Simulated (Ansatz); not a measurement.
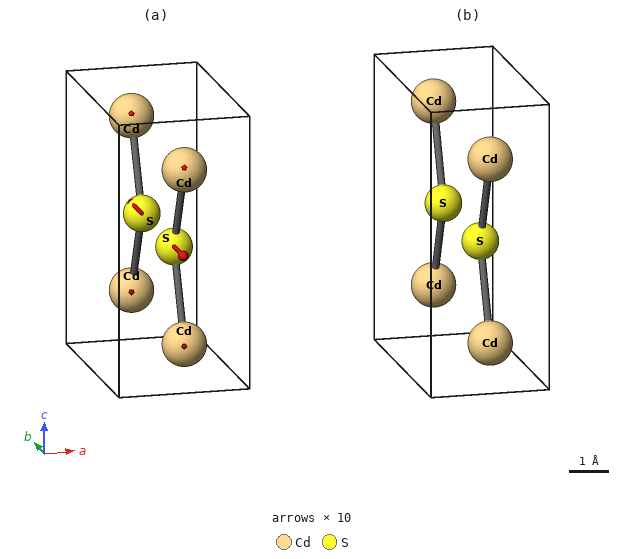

The structure of crystalline CdS (a generated structure, set up in Pmmm) before (left) and after (right) a relaxation, at one scale. The red arrows give the displacements (the part carried along by the change of the cell is left out), magnified 10 times.

The picture is a ball-and-stick view of the cell of the calculation, seen slightly off an axis.

All numbers below come from DFT PBE, scalar-relativistic, plane waves, PAW (Ansatz).

Input
```yaml
crystal:
  lattice:
    - [3.528923031, 0.0, 0.0]
    - [0.0, 5.5436484536, 0.0]
    - [0.0, 0.0, 7.3887548364]
  atoms:
    - { symbol: Cd, position: [0.5, 0.0, 0.1798598082] }
    - { symbol: Cd, position: [0.5, 0.0, 0.8201401918] }
    - { symbol: S, position: [0.5, 0.8055884557, 0.5] }
    - { symbol: S, position: [0.5, 0.1944115443, 0.5] }
basis:
  ecutwfc: 420
kpoints:
  mp_grid: { grid: [14, 8, 6] }
hamiltonian:
  xc: pbe
scf:
  occupations: { method: gaussian, width: 0.1 }
output:
  forces: true
  stress: true
  eigenvalues: true
relax:
  adjacent_minimum: "off"
  f_tol: 0.01
  max_steps: 80
  cell: { stress_tol: 0.05 }
```

Launched with:
```bash
ansatz run input.yaml --threads 1 --pin off --max-ram 2560MiB --backend cpu --events-out ev --progress --plain --runs-dir out
```

Describe what moved and what it gained.

Answer. The energy falls by 34.7 meV per atom in 9 accepted moves (11 points after the start). The largest force component goes from 0.21 to 0.0032 eV/Å. Pressure: 0.43 GPa at the start and 0.00 GPa at the end. The line search rejected the trial step at point 2 of the run. The SCF was repeated once at an unchanged geometry on a basis and grid sized afresh for the cell, which shifted the energy by 0.1 meV per atom at most. The largest moves relative to the cell, 0.12 Å, are those of S3 and S4. S4 goes along −b. Largest moves by element: S 0.12 Å, Cd 0.02 Å. The drawn cell changes as follows: a 3.529 → 3.198 Å (−9.4 %), b 5.544 → 5.945 Å (+7.2 %), c 7.389 → 7.733 Å (+4.7 %); the volume changes by +1.7 %. Near-neighbour distances that change, for instance: Cd1–S3 2.599 → 2.697 Å, Cd1–Cd2 2.658 → 2.752 Å, S3–S4 2.155 → 2.070 Å. Bond angles that change, for instance: Cd1–S4–Cd2 131.0° → 134.9°. The space group stays Pmmm (No. 47).
